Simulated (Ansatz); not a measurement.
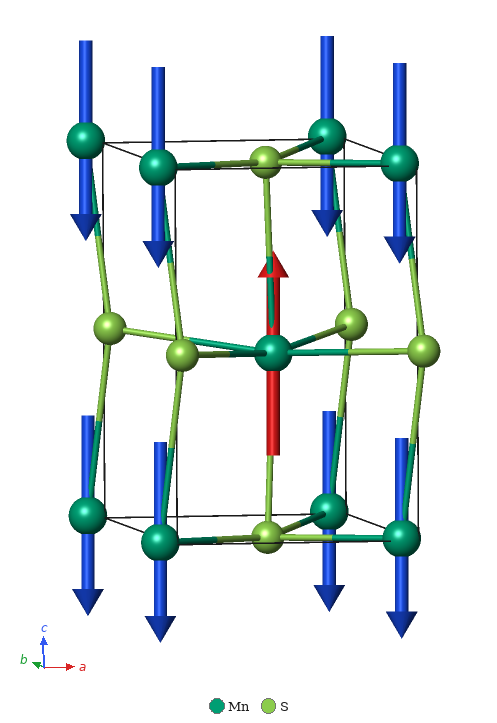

Structure drawing (ball-and-stick), viewed slightly off an axis. The parallelepiped is the simulation cell. Arrows are the site magnetic moments above 0.25 μB (those induced on non-metal atoms are left out); longer means larger, and red and blue are up and down (without spin-orbit coupling the axis itself is arbitrary).

This is the lowest state found for MnS. All computed values are from DFT, PAW plane waves, r2SCAN (Ansatz). Settings: plane waves up to 500 eV, Brillouin-zone sampling on a 5×5×4 mesh, tetrahedron occupations, collinear spins.

### Describe the spin arrangement.

Antiferromagnetic (within this cell). Site moments: 1 Mn +4.3 μB and 1 Mn −4.1 μB. The net spin moment of the whole cell is 0.0 μB.

The model is a known structure type with the cell strained and the atoms shaken on purpose; its atoms and cell weren't optimised. It went into a calculation with Ansatz.
